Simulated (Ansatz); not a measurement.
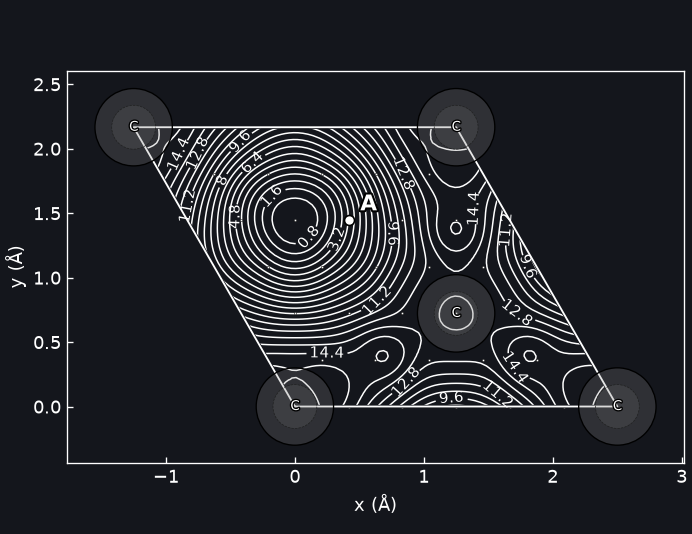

H on a C(001) slab cut from the P6_3/mmc phase, its upper half relaxed before the scan (32 atoms of substrate and one adsorbate in a 2 × 2 cell). 
- H is moved over the surface cell at a fixed height above a rigid substrate; the origin of the map has the adsorbate above C25; the height is held at 2.50 Å.
- Places are given modulo a cell vector. The map is drawn in real space over the plane of the surface.
- Grid: 6 × 6 points; 10 points were computed and 26 follow by symmetry.
- Places are given in fractions of the 1 × 1 surface cell.
- All energies are given in meV relative to the lowest grid point.
- At a fixed height the lowest place need not be the adsorption site.
- These are results of DFT PBE+D3(BJ), scalar-relativistic, plane waves, PAW in Ansatz, not measurements. Settings: cutoff 420 eV, k-mesh 6×6×1, gaussian smearing 0.05 eV, spin-polarised.

Drawn: contour lines labelled in meV, dots at the grid points, labelled circles for the atoms of the top layer and small ones for the second layer, the outline of one cell of the plane, the point A. Between grid points the surface is interpolated.

> Which way does the force act at A, and how strong is it?

A, at (3/6, 4/6) of the cell vectors, is not a stationary point. The computed force is 0.017 eV/Å in the plane, pointing left in the picture (components −0.017 and 0.001 eV/Å).

PAW datasets: the set soft_1.
